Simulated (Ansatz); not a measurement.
# V_Si in SiC (F-43m): which k-points does the level need?, part 2 of 2

Question: how much does the k-point sampling change the (0/−1) level of V_Si in SiC (F-43m), and what does each choice cost? Model: a cell of 128 host atoms with 1 Si taken out.

Ansatz 0.2.0; plane-wave PAW DFT; relaxations with PBEsol, then single points with PBEsol, on supercells at fixed charge in a uniform background.

So far: Starting point; Relaxing both charge states, PBEsol.

## 3. First setting: the zone centre alone

The defect state overlaps with its images and forms a narrow band, so the k-points decide which part of that band enters the energy. A point off the zone centre usually averages it better, but needs complex orbitals and more time.

qm1_M3.kg/input.yaml

```yaml
crystal:
  checkpoint: "../qm1_M3.relax.run"
  host: checkpoint
total_charge: -1
basis:
  ecutwfc: 420
  xc_grid: 2
hamiltonian:
  xc: pbesol
  pseudopotentials: { kind: paw, azcp: { folder: soft_1 }, xc_functional: pbe }
kpoints:
  mp_grid: { grid: [1, 1, 1] }
magnetization:
  spin_polarized: true
  initial_magnetization: 3
  spin_locking: { lock_magnetization: hard }
scf:
  occupations: { method: fixed }
  max_iter: 80
output:
  forces: true
  charged_corrections:
    epsilon: 7.06
    static_epsilon: 10.44
    defect_position: [0.5, 0.5, 0.5]
  eigenvalues: true
checkpoint:
  read: "../qm1_M3.relax.run"
  write: "../qm1_M3.kg.run"
  compress: false
  write_wavefunctions: false
  write_every: 100000
```

Started as:

```sh
$ ansatz run input.yaml --threads 32 --pin off --max-ram 84787MiB --backend cuda --events-out ev --progress --plain --runs-dir out --max-vram 78GiB
```

Numbers of over 12 decimals in the logs are rounded to 6 here.

Output:

```text
[...]
crystal.checkpoint: the structure is that of <dir>, a `relax` run, at its step 7: its result, under pbesol at a charge of -1 e; 127 atoms read, 0 with a starting moment; crystal.structure_sha256 for this input is
[...]
device memory: the entry about to start is reckoned to put 7.1 GiB on a device that reports 172.5 GiB free (of which the cap on the GPU budget leaves the run 78.0 GiB)
GPU FFT provider: cuFFT
GPU libraries: cuBLAS 13.8.1, cuFFT 12.4.0, cuSOLVER 12.3.2
GPU matrix products: emulated (plane waves: as basis.precision tells), large ones in fixed point in workspaces of 1.00 GiB
Crystal: 127 atoms, lattice volume = 1323.293 Å³
Basis set: ecut = 420 eV, 25893 PW (Γ), exchange–correlation on 180×180×180 points (8 copies of the dense FFT grid, shifted against one another)
Bands: 383, of which v1, the nominal top of the filled ones, is band 255 counted from 1 (254 counted from 0)
Symmetry: 1 space group operations
[...]
k-points: 1
[...]
Starting moments: Σ|m| = 3 μB on 127 of 127 sites; this step starts from the density that it was given
[...]
GPU buffer pool allocated for 729000 grid points (all kernels)
GPU transforms: local potential and band sums: pruned to the plane-wave sphere, on 81×81×81
[...]
SCF iter   7: F=-54950.366328 eV  HF=-54950.366328 eV  |Δ(HF+E_count)|=   2.12e-7  Δρ=1.13e-6 (↑1.13e-6 ↓9.77e-7)  dr2=7.42e-8  dr2_m=3.65e-10  M=3.000 μB ∫|m|=3.213 μB  Hψ=6022
SCF 1 converged in 7 iterations: F = -54950.366328 eV  dr2 = 7.42e-8
[...]
SCF converged after 7 iterations
Stability checked in part: among states of this total moment the steps that led to this state did not find it unstable. No probe was made; neither looks for a lower state of another moment (fixed_total_moment; see scf.lower_state_search)
Magnetization: 3.0000 μB (256.0000 up, 253.0000 down)
Absolute magnetization: 3.2194 μB (∫|ρ↑−ρ↓|, with the PAW one-centre terms)
[...]
Per-site moments (μB) at R_I (Å): [(1.3239953205503146e-5, 0.777972), (-7.450288875444794e-5, 0.778787), (2.21416708298753e-5, 0.778029), [... 6 left out ...]
Free energy (F): -54950.366328 eV
[...]
Internal energy: -54950.366328 eV  (E = F + TS)
E sigma→0 (E₀):  -54950.366328 eV
Fermi energy:    9.909470 (↑ 9.909470, ↓ 9.253172) eV
[...]
--- Forces (eV/Å), atoms counted from 1 ---
  atom   1  Si     0.01721212     0.01923450     0.02055279
  atom   2  C     -0.02206454    -0.02181037    -0.02175660
  [... 4 atoms left out ...]
  [... 121 more lines of this table ...]
  max |Σ_I F_I| component: 7.86e-5 eV/Å
--- Charged-cell corrections in eV (Makov–Payne, q = -1.000 e, ε = 7.060 of the electrons, 10.440 with the ions) ---
[...]
E_corr1          = +0.268290  (monopole, q²α_M/2εL)
  F Makov-Payne    = n/a  (the rows are of the electrons' constant alone; ansatz place-levels tells what screens the charge)
[...]
--- Band table (eV) ---
[...]
```

The job ended after 2.6 s (1 × NVIDIA GB200 with 32 threads of Arm Neoverse V2, shared host; peak memory 1.3 GiB; 5 s of CPU time).

Both charges and the host at this setting go to place-levels, which corrects for the image charge and aligns the potentials.

levels.kg.yaml

```yaml
host:
  run: host.kg.run
states: [qm1_M3.kg.run, q0_M2.kg.run]
geometry_from:
  qm1_M3.kg.run: qm1_M3.relax.run
  q0_M2.kg.run: q0_M2.relax.run
  host.kg.run: host.relax.run
chemical_potentials:
  Si:
    energy: -621.49341
    dataset: <sha256 of the dataset>
```

Started as:

```sh
$ ansatz place-levels levels.kg.yaml -- --threads 32 --pin off --max-ram 84787MiB
```

Output:

```text
(0/-1) 0.776 eV above the valence edge, 0.411 eV under the conduction edge
formation energy of charge 0: +7.240 eV with the Fermi level at the valence edge
formation energy of charge -1: +8.017 eV with the Fermi level at the valence edge
  edges by pbesol, gap 1.187 eV; the host is sampled to repeats of 12.32 Å
  the defect's cells are sampled to repeats of 12.32 Å, like sampling
  charge 0: +0.000 eV for its dipole among its images, +0.000 omitted
  charge -1: -54950.0138 eV with its correction of +0.352 eV, at epsilon 10.44, aligned at sites: -0.1711 eV, mean over 41 atomic sites at or beyond 6.16 Å from the defect at [0.5000, 0.5000, 0.5000], with +0.000000 for the charge's moments and without [...]
  of states[1] (q0_M2.kg.run): its only k-point is the zone centre, where a defect's energies can be off by tenths of an eV or more: see "From the zone centre to a mesh" in the quickstart
  of states[0] (qm1_M3.kg.run): how wide its charge is, is not read beside other atoms or cores, and a band state would take no correction. [...]
```

The job ended after 0.27 s (32 threads).

At this setting the gap is 1.187 eV and (0/−1) lies 0.776 eV above the valence top.

## 4. The other settings

In the defect's inputs only the studied keys change. One input of each further setting:

qm1_M3.kq/input.yaml, as its differences from qm1_M3.kg/input.yaml of step 3:

```diff
@@ -11,3 +11,3 @@
 kpoints:
-  mp_grid: { grid: [1, 1, 1] }
+  mp_grid: { grid: [1, 1, 1], shift: [0.25, 0.25, 0.25] }
 magnetization:
@@ -28,3 +28,3 @@
   read: "../qm1_M3.relax.run"
-  write: "../qm1_M3.kg.run"
+  write: "../qm1_M3.kq.run"
   compress: false
```

qm1_M3.km0/input.yaml, as its differences from qm1_M3.kq/input.yaml of step 4:

```diff
@@ -11,3 +11,3 @@
 kpoints:
-  mp_grid: { grid: [1, 1, 1], shift: [0.25, 0.25, 0.25] }
+  mp_grid: { grid: [2, 2, 2] }
 magnetization:
@@ -28,3 +28,3 @@
   read: "../qm1_M3.relax.run"
-  write: "../qm1_M3.kq.run"
+  write: "../qm1_M3.km0.run"
   compress: false
```

qm1_M3.kms/input.yaml, as its differences from qm1_M3.km0/input.yaml of step 4:

```diff
@@ -11,3 +11,3 @@
 kpoints:
-  mp_grid: { grid: [2, 2, 2] }
+  mp_grid: { grid: [2, 2, 2], shift: [0.5, 0.5, 0.5] }
 magnetization:
@@ -28,3 +28,3 @@
   read: "../qm1_M3.relax.run"
-  write: "../qm1_M3.km0.run"
+  write: "../qm1_M3.kms.run"
   compress: false
```

qm1_M3.km3/input.yaml, as its differences from qm1_M3.kms/input.yaml of step 4:

```diff
@@ -11,3 +11,3 @@
 kpoints:
-  mp_grid: { grid: [2, 2, 2], shift: [0.5, 0.5, 0.5] }
+  mp_grid: { grid: [3, 3, 3] }
 magnetization:
@@ -28,3 +28,3 @@
   read: "../qm1_M3.relax.run"
-  write: "../qm1_M3.kms.run"
+  write: "../qm1_M3.km3.run"
   compress: false
```

qm1_M3.km4/input.yaml, as its differences from qm1_M3.km3/input.yaml of step 4:

```diff
@@ -11,3 +11,3 @@
 kpoints:
-  mp_grid: { grid: [3, 3, 3] }
+  mp_grid: { grid: [4, 4, 4], shift: [0.5, 0.5, 0.5] }
 magnetization:
@@ -28,3 +28,3 @@
   read: "../qm1_M3.relax.run"
-  write: "../qm1_M3.km3.run"
+  write: "../qm1_M3.km4.run"
   compress: false
```

## 5. Result against cost

Times of the states on 1 × NVIDIA GB200 with 32 threads of Arm Neoverse V2, shared host; the host is run again at each setting:

```
        k-point sampling  gap (eV)  (0/−1) above the valence top (eV)  under the conduction bottom (eV)  level less that at a 4×4×4 shifted mesh (meV)  time, both charge states  time, host and placing  peak memory of a state (GiB)
   the zone centre alone     1.187                              0.776                             0.411                                             84                     5.1 s                     4 s                           1.3
one point at (¼, ¼, ¼) *     1.215                              0.775                             0.440                                             83                     4.9 s                   3.6 s                           1.7
  a 2×2×2 Γ-centred mesh     1.239                              0.699                             0.541                                              6                     9.4 s                   3.9 s                           1.7
    a 2×2×2 shifted mesh     1.240                              0.695                             0.545                                              3                     8.1 s                   3.7 s                           1.8
  a 3×3×3 Γ-centred mesh     1.240                              0.689                             0.551                                             -3                      16 s                     4 s                           2.1
    a 4×4×4 shifted mesh     1.240                              0.692                             0.548                                              0                      30 s                   3.8 s                           2.3
```

* started from the relaxation's converged state in the same settings, so its time is no fair cost.

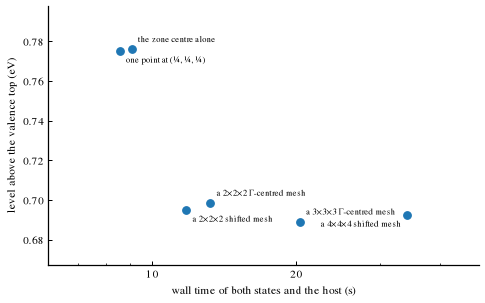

The level against the time spent.

## 6. What came out

```
(0/minus 1) level, the zone centre alone  : 0.78 eV
(0/minus 1) level, one point at (¼, ¼, ¼) : 0.78 eV
(0/minus 1) level, a 2×2×2 Γ-centred mesh : 0.70 eV
(0/minus 1) level, a 2×2×2 shifted mesh   : 0.69 eV
(0/minus 1) level, a 3×3×3 Γ-centred mesh : 0.69 eV
(0/minus 1) level, a 4×4×4 shifted mesh   : 0.69 eV
```

**Reading.** Over the settings in the table the level spans 0.087 eV; a 2×2×2 Γ-centred mesh, a 2×2×2 shifted mesh and a 3×3×3 Γ-centred mesh lie within 0.02 eV of the reference (a 4×4×4 shifted mesh, 0.69 eV). With the zone centre alone the gap moves too, by 0.05 eV. The largest miss of the level above the valence top is 84 meV, with the zone centre alone. In a reference run the bands overlap at the filling edge, so the reference itself is in doubt. Only the charges −1 and 0 were run, each from one start, so (0/−1) need not be a change between stable states. With nearly degenerate levels at the filling edge in most or all rows, agreement between settings doesn't show that the state itself is settled. At a 2×2×2 Γ-centred mesh, a 2×2×2 shifted mesh, a 3×3×3 Γ-centred mesh and a 4×4×4 shifted mesh a state has next to no gap at its filling edge, or overlapping levels, which makes the level less certain. The total moments were set in the input, and no other spin state was tried. Limits: PBEsol makes the gap too small and tends to spread out bound carriers; force components of up to 0.15 eV/Å remain in a run at the final settings.

[Logs are printed without paths, hosts, clocks, repeated set-up lines and the standing remarks that a program may print on its own settings, such as how far it seeks lower states.]

[Hosts, paths, dates, database ids (printed as entryN), source tags and the programs' standing remarks are cut or masked in the printed files.]

[Where a table of states has a column of steps, it counts the stored structures, which are thinned; the runs took as many ionic steps or more.]

[For some hosts the program warned that the k-mesh of the response run may be too coarse for force constants and the static dielectric constant; such warnings are not shown here.]
